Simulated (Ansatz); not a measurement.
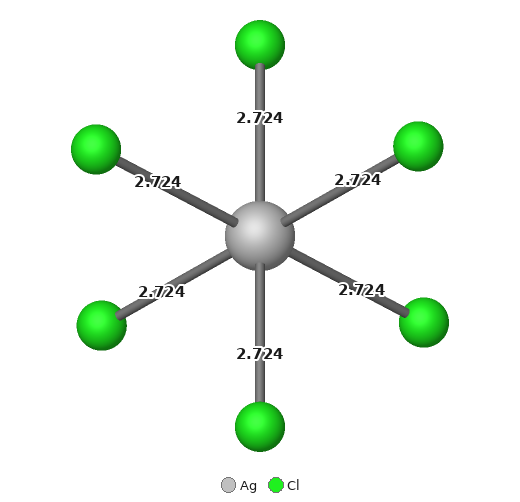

The surroundings of site Ag1 (at 0.000, 0.000, 0.000) in AgCl in space group Fm-3m, with bond lengths in Å.

The cell is taken from coordinates from a relaxation with DFT, PBEsol, plane waves, PAW in Ansatz 0.2.0.

```
Ag Cl
1.0
     5.44756    0.00000    0.00000
     0.00000    5.44756    0.00000
     0.00000    0.00000    5.44756
Ag Cl
4 4
Cartesian
  0.0000 0.0000 0.0000
  0.0000 2.7238 2.7238
  2.7238 0.0000 2.7238
  2.7238 2.7238 0.0000
  2.7238 0.0000 0.0000
  2.7238 2.7238 2.7238
  0.0000 0.0000 2.7238
  0.0000 2.7238 0.0000
```

Bond valence s = exp((R0 − d)/b), R0 fitted to published crystal structures with b = 0.37 Å; R0 in Å: Ag+–Cl 2.090.

### Calculate the bond-valence sum of Ag1 from the bonds drawn.

6 × 0.180 = 1.08 v.u., against a formal valence of 1: a close match.

### And over the whole structure?

```csv
site,"x, y, z",formal valence,bond-valence sum,difference
Ag1,"0.000, 0.000, 0.000",+1,1.09,0.09
Cl1,"0.500, 0.000, 0.000",−1,1.09,0.09
```

These sums include all anions within 5 Å. The global instability index (root mean square of the differences over all atoms) is 0.09 v.u.: little strain.
